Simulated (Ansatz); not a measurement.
## Geometry relaxation of PtS$_{2}$ (part 1 of 2)

- system: PtS$_{2}$ (P-3m1, 3 atoms in the cell)
- method: DFT, PBEsol, plane waves, PAW, no spin polarisation (Ansatz 0.2.0)

The structure was built on a prototype by a generator. Figures and captions count atoms from 1; the log counts them from 0 in places.

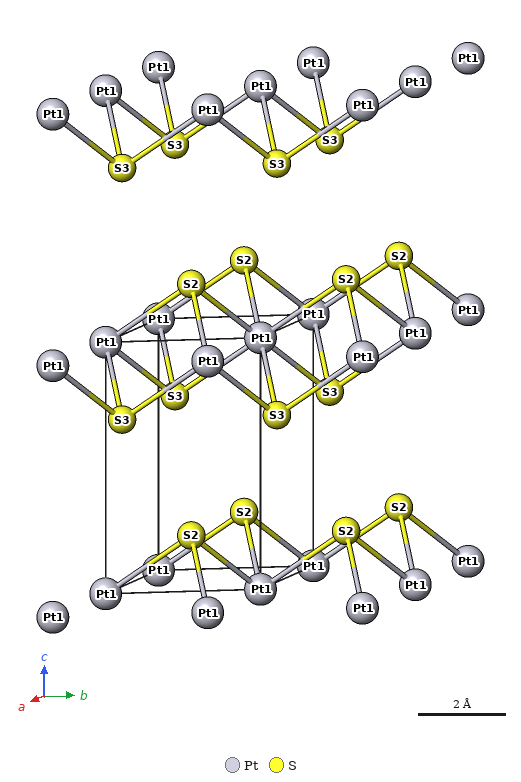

Fig. 1: The starting structure (ball-and-stick view of the cell of the calculation, repeated 2 × 2 × 2, seen slightly off an axis; atoms are numbered from 1 in the order of the input). An atom can appear more than once, as a periodic image. Near neighbours in the periodic cell (some may lie outside the picture): Pt has 6 S at 2.56 Å; S has 3 Pt at 2.56 Å.

## Key numbers

- outcome: converged
- space group (tolerance 0.01 Å): P-3m1 (164)
- electrons treated: 30
- free energy: −14154.8781 eV
- Fermi energy: 11.759 eV
- pressure: 0.01 GPa
- final volume: 53.42 Å³
- largest force (length of the vector) at the end: 0.001 eV/Å
- final cell: a = 3.567 Å, b = 3.567 Å, c = 4.847 Å, α = 90.00°, β = 90.00°, γ = 120.00°
- hardware: 2 threads of Arm Neoverse V1, 24 GiB of memory available, shared host
- wall time: 8.8 s (CPU time 16 s)
- peak memory: 0.33 GiB

## Remarks

Spin–orbit coupling is left out, which matters for Pt.

## Input file
```yaml
crystal:
  lattice:
    - [3.6207302, 0.0, 0.0]
    - [-1.8103651, 3.1356443334, 0.0]
    - [0.0, 0.0, 5.85998074]
  atoms:
    - { symbol: Pt, position: [0.0, 0.0, 0.0] }
    - { symbol: S, position: [0.3333333333, 0.6666666667, 0.2510657347] }
    - { symbol: S, position: [0.6666666667, 0.3333333333, 0.7489342653] }
kpoints:
  mp_grid: { grid: [6, 6, 4] }
hamiltonian:
  xc: pbesol
scf:
  occupations: { method: fermi_dirac, width: 0.03 }
relax:
  f_tol: 0.01
  cell: {}
  max_steps: 120
```

Command:
```bash
ansatz run input.yaml --threads 2 --pin off --max-ram 2211MiB --backend cpu --events-out ev --progress --plain --runs-dir out
```

## Output
```
Engine: ansatz 0.2.0, aarch64-unknown-linux-gnu
Pseudopotentials: kind: paw
Pseudopotential: Pt, paw, valence charge 18, recommended cutoff 420 eV (normal), Pt.paw.azcp
Pseudopotential: S, paw, valence charge 6, recommended cutoff 420 eV (normal), S.paw.azcp
Functional definition: PBEsol
  exchange = pbesol_x
  correlation = pbesol_c
Crystal: 3 atoms, lattice volume = 66.530 Å³
Basis set: ecut = 420 eV, 1303 PW (Γ), exchange–correlation on 50×50×80 points (8 copies of the dense FFT grid, shifted against one another)
Bands: 19, of which v1, the nominal top of the filled ones, is band 15 counted from 1 (14 counted from 0)
Symmetry: 12 space group operations
Space group: P-3m1 (ITA 164), of the structure as read, at distance tolerance 4.1e-5 Å
k-points: 24 of 144
Non-local potential: Pt, projectors of the file, l = 0: 3, l = 1: 2, l = 2: 2, l = 3: 1
Non-local potential: S, projectors of the file, l = 0: 2, l = 1: 2, l = 2: 2
PAW form: soft (Blöchl's): semilocal exchange-correlation on the pseudo side does not see the compensation charge
PAW frozen core: Pt, regenerated for the run's functional, and the local potential with it (the file was generated under x = pbe(κ = 0.804, μ = 0.2195149727645171), c = pbe(β = 0.06672455060314922))
PAW frozen core: S, regenerated for the run's functional, and the local potential with it (the file was generated under x = pbe(κ = 0.804, μ = 0.2195149727645171), c = pbe(β = 0.06672455060314922))
PAW one-centre angular grid: Pt, 590 points (default); XC on 64 Gauss nodes
PAW one-centre angular grid: S, 110 points (default); XC on 64 Gauss nodes
Initial density: superposition of atomic densities (neutral atoms: chi_scale 0, normalization atom), corrected by the library's trained network
Initial wavefunctions: pseudopotential atomic-orbital guess
Functional: x = pbesol(κ = 0.804, μ = 0.12345679012345678), c = pbesol(β = 0.046)
SCF iter   1: F=—  HF=-14153.873045 eV  |F-HF|=—  |Δ(HF+E_count)|=         —  Δρ=3.51e-3  dr2=1.19e-2  ethr=1.77e-3  ⟨swp⟩=5.6  Hψ=2162  notcnv=0
preconditioner: auto → Resta (q_TF=auto, 2.389 Å⁻¹)  ε∞=7.7  [insulator: Δε(μ)=0.807 eV  Ē_g=8.271 eV  σ=0.030 eV  W_gap=1.00  n_scr=22 (ndim 8)  ℏωp=21.4 eV  f_vac=0.030  D(μ)=0.00/eV (n_scr^D=0)  ε∞_Penn≈7.7]
SCF iter   2: F=—  HF=-14153.871801 eV  |F-HF|=—  |Δ(HF+E_count)|=   1.24e-3  Δρ=1.89e-3  dr2=2.19e-3  ethr=3.97e-5  ⟨swp⟩=2.1  Hψ=899  notcnv=0
SCF iter   3: F=—  HF=-14153.871420 eV  |F-HF|=—  |Δ(HF+E_count)|=   3.81e-4  Δρ=8.25e-4  dr2=5.73e-4  ethr=7.30e-6  ⟨swp⟩=3.0  Hψ=833  notcnv=0
SCF iter   4: F=—  HF=-14153.871374 eV  |F-HF|=—  |Δ(HF+E_count)|=   4.59e-5  Δρ=1.86e-4  dr2=2.20e-5  ethr=1.91e-6  ⟨swp⟩=2.2  Hψ=672  notcnv=0
SCF iter   5: F=—  HF=-14153.871441 eV  |F-HF|=—  |Δ(HF+E_count)|=   6.68e-5  Δρ=4.15e-5  dr2=1.30e-6  ethr=7.35e-8  ⟨swp⟩=2.1  Hψ=644  notcnv=0
SCF iter   6: F=—  HF=-14153.871443 eV  |F-HF|=—  |Δ(HF+E_count)|=   2.01e-6  Δρ=1.19e-5  dr2=1.89e-7  ethr=4.33e-9  ⟨swp⟩=2.0  Hψ=660  notcnv=0
SCF iter   7: F=-14153.871443 eV  HF=-14153.871443 eV  |F-HF|=2.53e-8  |Δ(HF+E_count)|=   3.74e-7  Δρ=3.95e-6  dr2=1.97e-8  ethr=3.33e-10  ⟨swp⟩=4.0  Hψ=1514  notcnv=0
SCF 1 converged in 7 iterations: F = -14153.871443 eV  dr2 = 1.97e-8
  greatest PAW one-centre occupation: 1.000 electrons in one spin orbital (limit 2), on the Pt atom at site 0 (counted from 0), in its partial waves of l = 0
relax step   1: F+E_penalty+E_count = -14153.87144329 eV  Δ(F+E_penalty+E_count) = +0.000e0 eV  max|allowed force component| = 2.770e0 eV/Å  Δτ_max = 0.0000 Å  P = -17.340 GPa  Ω = 66.530 Å³  (7 SCF iters, dr2 threshold 1.00e-7 eV, accepted)
Crystal: 3 atoms, lattice volume = 61.347 Å³
Basis set: ecut = 420 eV, 1177 PW (Γ), exchange–correlation on 50×50×80 points (8 copies of the dense FFT grid, shifted against one another)
Initial density: handed on by an earlier stage of this run
Initial wavefunctions: those handed on with the density
iter 1 solved again at ethr=8.41e-4 eV; its pass at ethr=3.10e-3 eV (dr2=2.52e-1 eV) is discarded
SCF iter   1: F=—  HF=-14154.906286 eV  |F-HF|=—  |Δ(HF+E_count)|=         —  Δρ=1.86e-2  dr2=2.54e-1  ethr=8.41e-4  ⟨swp⟩=1.0  Hψ=2812  notcnv=0
preconditioner: auto → Resta (q_TF=auto, 2.422 Å⁻¹)  ε∞=6.5  [insulator: Δε(μ)=1.430 eV  Ē_g=9.488 eV  σ=0.030 eV  W_gap=1.00  n_scr=22 (ndim 8)  ℏωp=22.2 eV  f_vac=0.069  D(μ)=0.00/eV (n_scr^D=0)  ε∞_Penn≈6.5]
SCF iter   2: F=—  HF=-14154.857159 eV  |F-HF|=—  |Δ(HF+E_count)|=   4.91e-2  Δρ=8.80e-3  dr2=3.21e-2  ethr=8.41e-4  ⟨swp⟩=2.4  Hψ=715  notcnv=0
SCF iter   3: F=—  HF=-14154.851468 eV  |F-HF|=—  |Δ(HF+E_count)|=   5.69e-3  Δρ=4.28e-3  dr2=8.16e-3  ethr=1.07e-4  ⟨swp⟩=2.2  Hψ=740  notcnv=0
SCF iter   4: F=—  HF=-14154.849902 eV  |F-HF|=—  |Δ(HF+E_count)|=   1.57e-3  Δρ=7.10e-4  dr2=3.40e-4  ethr=2.72e-5  ⟨swp⟩=2.1  Hψ=699  notcnv=0
SCF iter   5: F=—  HF=-14154.850021 eV  |F-HF|=—  |Δ(HF+E_count)|=   1.20e-4  Δρ=1.58e-4  dr2=1.99e-5  ethr=1.13e-6  ⟨swp⟩=2.5  Hψ=701  notcnv=0
SCF iter   6: F=—  HF=-14154.850045 eV  |F-HF|=—  |Δ(HF+E_count)|=   2.34e-5  Δρ=3.14e-5  dr2=7.70e-7  ethr=6.63e-8  ⟨swp⟩=2.0  Hψ=689  notcnv=0
SCF iter   7: F=-14154.850045 eV  HF=-14154.850045 eV  |F-HF|=1.15e-7  |Δ(HF+E_count)|=   4.87e-7  Δρ=8.99e-6  dr2=8.99e-8  ethr=1.00e-9  ⟨swp⟩=4.3  Hψ=1550  notcnv=0
SCF 2 converged in 7 iterations: F = -14154.850045 eV  dr2 = 8.99e-8
relax step   2: F+E_penalty+E_count = -14154.85004536 eV  Δ(F+E_penalty+E_count) = -9.786e-1 eV  max|allowed force component| = 1.907e-1 eV/Å  Δτ_max = 0.1949 Å  P = -1.255 GPa  Ω = 61.347 Å³  energy of the carried Pulay correction = +6.045e-4 eV  (7 SCF iters, dr2 threshold 3.00e-7 eV, accepted)
Crystal: 3 atoms, lattice volume = 60.612 Å³
Basis set: ecut = 420 eV, 1165 PW (Γ), exchange–correlation on 50×50×80 points (8 copies of the dense FFT grid, shifted against one another)
iter 1 solved again at ethr=7.57e-6 eV; its pass at ethr=3.10e-3 eV (dr2=2.27e-3 eV) is discarded
SCF iter   1: F=—  HF=-14154.855094 eV  |F-HF|=—  |Δ(HF+E_count)|=         —  Δρ=1.50e-3  dr2=1.89e-3  ethr=7.57e-6  ⟨swp⟩=2.0  Hψ=2732  notcnv=0
preconditioner: auto → Resta (q_TF=auto, 2.427 Å⁻¹)  ε∞=6.4  [insulator: Δε(μ)=1.330 eV  Ē_g=9.596 eV  σ=0.030 eV  W_gap=1.00  n_scr=22 (ndim 8)  ℏωp=22.4 eV  f_vac=0.071  D(μ)=0.00/eV (n_scr^D=0)  ε∞_Penn≈6.4]
SCF iter   2: F=—  HF=-14154.854776 eV  |F-HF|=—  |Δ(HF+E_count)|=   3.18e-4  Δρ=7.00e-4  dr2=1.63e-4  ethr=6.30e-6  ⟨swp⟩=2.2  Hψ=617  notcnv=0
SCF iter   3: F=—  HF=-14154.854753 eV  |F-HF|=—  |Δ(HF+E_count)|=   2.24e-5  Δρ=3.54e-4  dr2=4.62e-5  ethr=5.44e-7  ⟨swp⟩=2.5  Hψ=769  notcnv=0
SCF iter   4: F=—  HF=-14154.854750 eV  |F-HF|=—  |Δ(HF+E_count)|=   3.48e-6  Δρ=1.38e-4  dr2=8.81e-6  ethr=1.54e-7  ⟨swp⟩=1.0  Hψ=456  notcnv=0
SCF iter   5: F=—  HF=-14154.854749 eV  |F-HF|=—  |Δ(HF+E_count)|=   5.80e-7  Δρ=2.57e-5  dr2=4.57e-7  ethr=2.94e-8  ⟨swp⟩=2.6  Hψ=700  notcnv=0
SCF iter   6: F=-14154.854749 eV  HF=-14154.854749 eV  |F-HF|=3.53e-9  |Δ(HF+E_count)|=   3.96e-8  Δρ=3.49e-6  dr2=8.83e-9  ethr=1.00e-9  ⟨swp⟩=4.1  Hψ=1539  notcnv=0
SCF 3 converged in 6 iterations: F = -14154.854749 eV  dr2 = 8.83e-9
relax step   3: F+E_penalty+E_count = -14154.85474940 eV  Δ(F+E_penalty+E_count) = -4.704e-3 eV  max|allowed force component| = 5.365e-2 eV/Å  Δτ_max = 0.0047 Å  P = +0.296 GPa  Ω = 60.612 Å³  energy of the carried Pulay correction = +6.943e-4 eV  (6 SCF iters, dr2 threshold 3.00e-7 eV, accepted)
Crystal: 3 atoms, lattice volume = 59.784 Å³
Basis set: ecut = 420 eV, 1153 PW (Γ), exchange–correlation on 50×50×80 points (8 copies of the dense FFT grid, shifted against one another)
iter 1 solved again at ethr=4.57e-6 eV; its pass at ethr=3.10e-3 eV (dr2=1.37e-3 eV) is discarded
SCF iter   1: F=—  HF=-14154.858437 eV  |F-HF|=—  |Δ(HF+E_count)|=         —  Δρ=1.76e-3  dr2=9.34e-4  ethr=4.57e-6  ⟨swp⟩=2.0  Hψ=2925  notcnv=0
preconditioner: auto → Resta (q_TF=auto, 2.432 Å⁻¹)  ε∞=6.5  [insulator: Δε(μ)=1.234 eV  Ē_g=9.596 eV  σ=0.030 eV  W_gap=1.00  n_scr=22 (ndim 8)  ℏωp=22.5 eV  f_vac=0.051  D(μ)=0.00/eV (n_scr^D=0)  ε∞_Penn≈6.5]
SCF iter   2: F=—  HF=-14154.858347 eV  |F-HF|=—  |Δ(HF+E_count)|=   9.03e-5  Δρ=9.33e-4  dr2=1.83e-4  ethr=3.11e-6  ⟨swp⟩=1.6  Hψ=547  notcnv=0
SCF iter   3: F=—  HF=-14154.858366 eV  |F-HF|=—  |Δ(HF+E_count)|=   1.96e-5  Δρ=3.19e-4  dr2=4.80e-5  ethr=6.09e-7  ⟨swp⟩=2.6  Hψ=719  notcnv=0
SCF iter   4: F=—  HF=-14154.858364 eV  |F-HF|=—  |Δ(HF+E_count)|=   1.95e-6  Δρ=4.25e-5  dr2=5.65e-7  ethr=1.60e-7  ⟨swp⟩=2.5  Hψ=638  notcnv=0
SCF iter   5: F=-14154.858365 eV  HF=-14154.858365 eV  |F-HF|=4.32e-8  |Δ(HF+E_count)|=   7.09e-7  Δρ=6.88e-6  dr2=2.31e-8  ethr=1.00e-9  ⟨swp⟩=4.8  Hψ=1614  notcnv=0
SCF 4 converged in 5 iterations: F = -14154.858365 eV  dr2 = 2.31e-8
relax step   4: F+E_penalty+E_count = -14154.85836518 eV  Δ(F+E_penalty+E_count) = -3.616e-3 eV  max|allowed force component| = 6.149e-2 eV/Å  Δτ_max = 0.0177 Å  P = +0.185 GPa  Ω = 59.784 Å³  energy of the carried Pulay correction = +7.966e-4 eV  (5 SCF iters, dr2 threshold 3.00e-7 eV, accepted)
Crystal: 3 atoms, lattice volume = 56.908 Å³
Basis set: ecut = 420 eV, 1103 PW (Γ), exchange–correlation on 50×50×80 points (8 copies of the dense FFT grid, shifted against one another)
iter 1 solved again at ethr=3.60e-5 eV; its pass at ethr=3.10e-3 eV (dr2=1.08e-2 eV) is discarded
SCF iter   1: F=—  HF=-14154.870713 eV  |F-HF|=—  |Δ(HF+E_count)|=         —  Δρ=5.97e-3  dr2=1.05e-2  ethr=3.60e-5  ⟨swp⟩=2.2  Hψ=3044  notcnv=0
preconditioner: auto → Resta (q_TF=auto, 2.452 Å⁻¹)  ε∞=6.8  [insulator: Δε(μ)=0.945 eV  Ē_g=9.617 eV  σ=0.030 eV  W_gap=1.00  n_scr=22 (ndim 8)  ℏωp=23.1 eV  f_vac=0.021  D(μ)=0.00/eV (n_scr^D=0)  ε∞_Penn≈6.8]
SCF iter   2: F=—  HF=-14154.869418 eV  |F-HF|=—  |Δ(HF+E_count)|=   1.29e-3  Δρ=3.13e-3  dr2=1.96e-3  ethr=3.49e-5  ⟨swp⟩=2.6  Hψ=647  notcnv=0
SCF iter   3: F=—  HF=-14154.869324 eV  |F-HF|=—  |Δ(HF+E_count)|=   9.42e-5  Δρ=1.16e-3  dr2=4.87e-4  ethr=6.52e-6  ⟨swp⟩=2.2  Hψ=735  notcnv=0
SCF iter   4: F=—  HF=-14154.869298 eV  |F-HF|=—  |Δ(HF+E_count)|=   2.60e-5  Δρ=1.32e-4  dr2=5.31e-6  ethr=1.62e-6  ⟨swp⟩=2.5  Hψ=669  notcnv=0
SCF iter   5: F=—  HF=-14154.869319 eV  |F-HF|=—  |Δ(HF+E_count)|=   2.12e-5  Δρ=2.25e-5  dr2=2.67e-7  ethr=1.00e-9  ⟨swp⟩=3.9  Hψ=2014  notcnv=0
SCF iter   6: F=-14154.869320 eV  HF=-14154.869320 eV  |F-HF|=9.62e-9  |Δ(HF+E_count)|=   3.93e-7  Δρ=4.02e-6  dr2=1.43e-8  ethr=8.90e-10  ⟨swp⟩=2.3  Hψ=1614  notcnv=0
SCF 5 converged in 6 iterations: F = -14154.869320 eV  dr2 = 1.43e-8
relax step   5: F+E_penalty+E_count = -14154.86931990 eV  Δ(F+E_penalty+E_count) = -1.095e-2 eV  max|allowed force component| = 7.686e-2 eV/Å  Δτ_max = 0.0646 Å  P = +0.361 GPa  Ω = 56.908 Å³  energy of the carried Pulay correction = +1.163e-3 eV  (6 SCF iters, dr2 threshold 3.00e-7 eV, accepted)
Crystal: 3 atoms, lattice volume = 54.107 Å³
Basis set: ecut = 420 eV, 1043 PW (Γ), exchange–correlation on 50×50×80 points (8 copies of the dense FFT grid, shifted against one another)
iter 1 solved again at ethr=3.52e-5 eV; its pass at ethr=3.10e-3 eV (dr2=1.06e-2 eV) is discarded
SCF iter   1: F=—  HF=-14154.879583 eV  |F-HF|=—  |Δ(HF+E_count)|=         —  Δρ=6.20e-3  dr2=1.02e-2  ethr=3.52e-5  ⟨swp⟩=2.5  Hψ=3065  notcnv=0
preconditioner: auto → Resta (q_TF=auto, 2.473 Å⁻¹)  ε∞=7.0  [insulator: Δε(μ)=0.563 eV  Ē_g=9.653 eV  σ=0.030 eV  W_gap=1.00  n_scr=20 (ndim 8)  ℏωp=23.7 eV  f_vac=0.008  D(μ)=0.00/eV (n_scr^D=0)  ε∞_Penn≈7.0]
SCF iter   2: F=—  HF=-14154.878512 eV  |F-HF|=—  |Δ(HF+E_count)|=   1.07e-3  Δρ=3.38e-3  dr2=2.98e-3  ethr=3.40e-5  ⟨swp⟩=1.0  Hψ=456  notcnv=0
SCF iter   3: F=—  HF=-14154.878137 eV  |F-HF|=—  |Δ(HF+E_count)|=   3.74e-4  Δρ=2.58e-4  dr2=3.87e-5  ethr=9.93e-6  ⟨swp⟩=1.7  Hψ=616  notcnv=0
SCF iter   4: F=—  HF=-14154.878145 eV  |F-HF|=—  |Δ(HF+E_count)|=   7.83e-6  Δρ=7.73e-5  dr2=2.40e-6  ethr=1.29e-7  ⟨swp⟩=2.4  Hψ=656  notcnv=0
iter 5 did not close the SCF: its close was put off for the readings that it lacked (scf_convergence_deferred on its scf_iter line)
SCF iter   5: F=-14154.878146 eV  HF=-14154.878146 eV  |F-HF|=6.63e-8  |Δ(HF+E_count)|=   6.46e-7  Δρ=1.34e-5  dr2=9.77e-8  ethr=8.00e-9  ⟨swp⟩=2.1  Hψ=654  notcnv=0
SCF iter   6: F=-14154.878146 eV  HF=-14154.878146 eV  |F-HF|=7.37e-9  |Δ(HF+E_count)|=   7.60e-8  Δρ=3.45e-6  dr2=7.77e-9  ethr=3.26e-10  ⟨swp⟩=2.4  Hψ=1625  notcnv=0
SCF 6 converged in 6 iterations: F = -14154.878146 eV  dr2 = 7.77e-9
relax step   6: F+E_penalty+E_count = -14154.87814580 eV  Δ(F+E_penalty+E_count) = -8.826e-3 eV  max|allowed force component| = 9.093e-2 eV/Å  Δτ_max = 0.0689 Å  P = +0.614 GPa  Ω = 54.107 Å³  energy of the carried Pulay correction = +1.536e-3 eV  (6 SCF iters, dr2 threshold 3.00e-7 eV, accepted)
Crystal: 3 atoms, lattice volume = 53.674 Å³
Basis set: ecut = 420 eV, 1019 PW (Γ), exchange–correlation on 50×50×80 points (8 copies of the dense FFT grid, shifted against one another)
iter 1 solved again at ethr=1.75e-6 eV; its pass at ethr=3.10e-3 eV (dr2=5.26e-4 eV) is discarded
```
